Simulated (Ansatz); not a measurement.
Input file:

```
crystal:
  lattice:
    - [0.0, 2.0733527743, 2.0733527743]
    - [2.0733527743, 0.0, 2.0733527743]
    - [2.0733527743, 2.0733527743, 0.0]
  atoms:
    - { symbol: Cu, position: [0.02949772, 0.02810087, 0.90802599] }
    - { symbol: O, position: [0.47050228, 0.47189913, 0.59197401] }
hamiltonian:
  xc: pbe
  pseudopotentials: { kind: paw, source: jth }
kpoints:
  mp_grid: { grid: [11, 11, 11] }
scf:
  occupations: { method: fermi_dirac, width: 0.05 }
output:
  forces: true
  stress: true
  eigenvalues: true
  write_density: true
  write_potential: true
  elf: true
  volumetric_format: npy
```

Run with:

```sh
ansatz run input.yaml --threads 2 --pin off --max-ram 5632MiB --backend cpu --events-out ev --progress --plain --runs-dir out
```

Below, planes, directions and counts refer to the conventional cell (a = 5.08 Å, b = 2.93 Å, c = 2.93 Å, α = 90.00°, β = 125.26°, γ = 90.00°).

Space group Cm; a structure from a database of computed crystals, not necessarily the ambient phase; not relaxed (largest force 1.4 eV/Å); computed pressure about 36 GPa in this cell.

Computed with Kohn-Sham DFT of a periodic cell, PBE, JTH PAW (Ansatz 0.2.0).

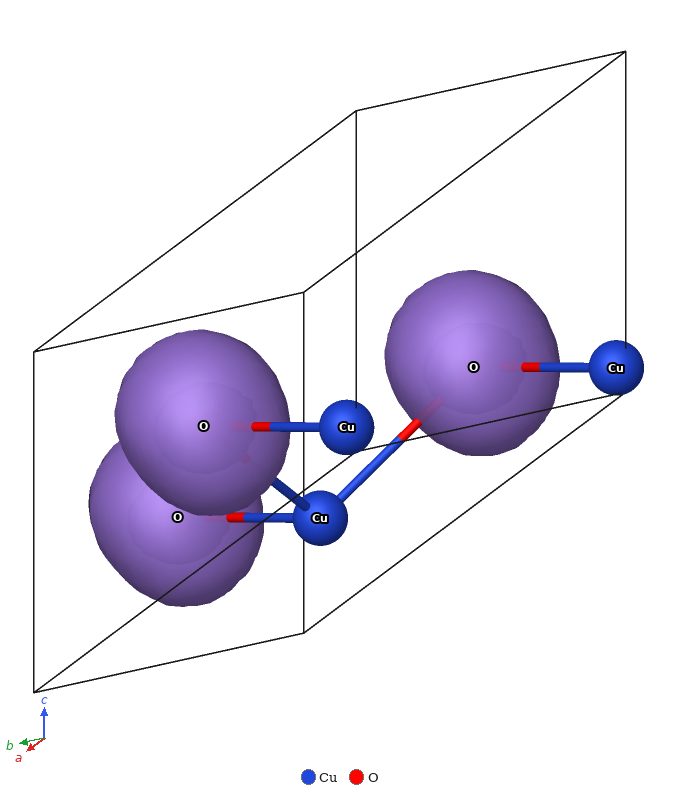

CuO. Isosurface of the ELF at 0.75 (purple), seen at an oblique angle. Core shells and regions of very low density are left out. Sticks mark near contacts.

Question: What do the ELF domains correspond to?

Answer: At this value the surface marks out two regions wrapped around O (the valence shell of each), counted in one cell of 4 atoms. Any copies at cell faces, edges or corners count once. Profiles from the grid: Cu–O (1.84 Å): the ELF peaks at about 0.85 in the valence shell of O, 0.6 Å from its nucleus, and is about 0.20 at the midpoint (no localised pair shows between them).

Question: Does the calculation give a band gap?

Answer: It is gapless in this calculation (a metal or semimetal); semilocal functionals without U, or without the true magnetic order, often close the gap of such compounds.
